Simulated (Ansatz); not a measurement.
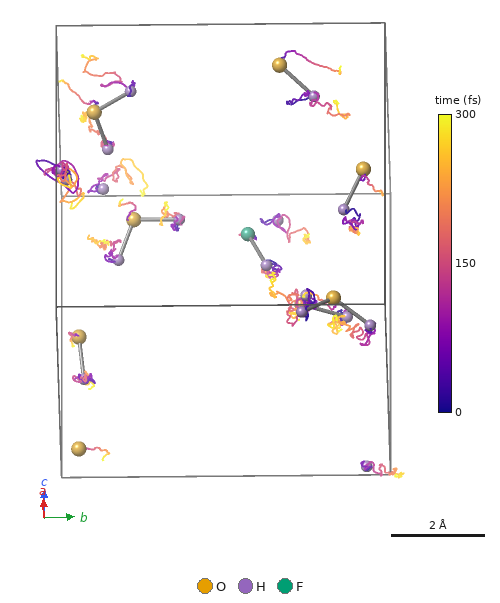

A Born-Oppenheimer molecular dynamics run of a periodic cell with 8 H2O + 1 HF at 0.765 g/cm³, 300 fs long. It starts from the last geometry of an earlier run, with fresh velocities. Lines trace each atom's path, coloured by time; spheres stand at the starting positions. Seen from a free direction in the simulation cell.

The calculation used DFT PBEsol, scalar-relativistic, plane waves, PAW in Ansatz. Settings: plane-wave cutoff 420 eV; k-point mesh 1 × 1 × 1; Fermi-Dirac smearing 0.05 eV; constant energy (NVE); velocities drawn for 300 K; time step 0.75 fs.

### Describe the motion.

Root-mean-square distances from the starting positions over the second half, with the common drift of all atoms taken out: O 0.82 Å, H 0.68 Å, F 0.19 Å. The heavy atoms stay within a fraction of a molecule's size of their starting places; so short a run doesn't tell a liquid from a solid. Bond changes: one F–H bond breaks at about 103 fs; one H–O bond forms at about 124 fs; one F–H bond forms at about 158 fs; one H–O bond breaks at about 197 fs.

Limits of the set-up: the periodic images lie only 7.1 Å apart, so the values are limited by the cell's size.
